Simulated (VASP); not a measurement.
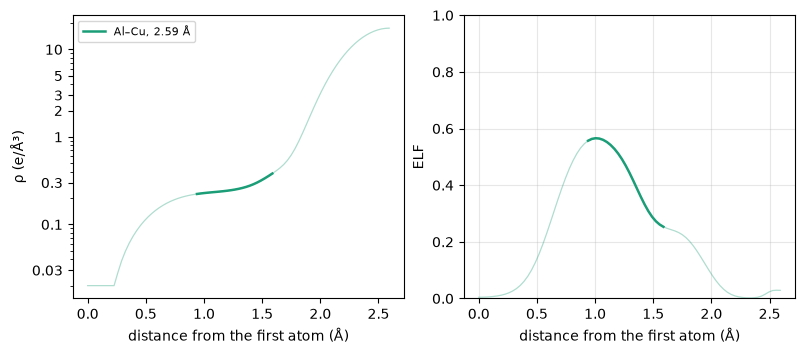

*AlCu. Valence pseudo-density and electron localisation function along straight lines between neighbouring atoms. Thin, pale parts lie inside the atomic spheres.*

Space group Cmmm; a structure from a database of computed crystals, not necessarily the ambient phase; changed on purpose from its base cell (strain +0.0050 x Voigt [0, 0, 0, 0, 0, 1], atoms carried along); computed pressure about −9 GPa in this cell.

The calculation used VASP, Kohn-Sham DFT of a periodic cell, LDA, VASP PAW LDA potentials, recommended.

In a PAW calculation such maps are meaningful between the atoms, not at the nuclei.

> What can be read from the curves?

Al–Cu (2.59 Å): ρ is about 0.25 e/Å³ halfway; the ELF is about 0.45 at the midpoint.
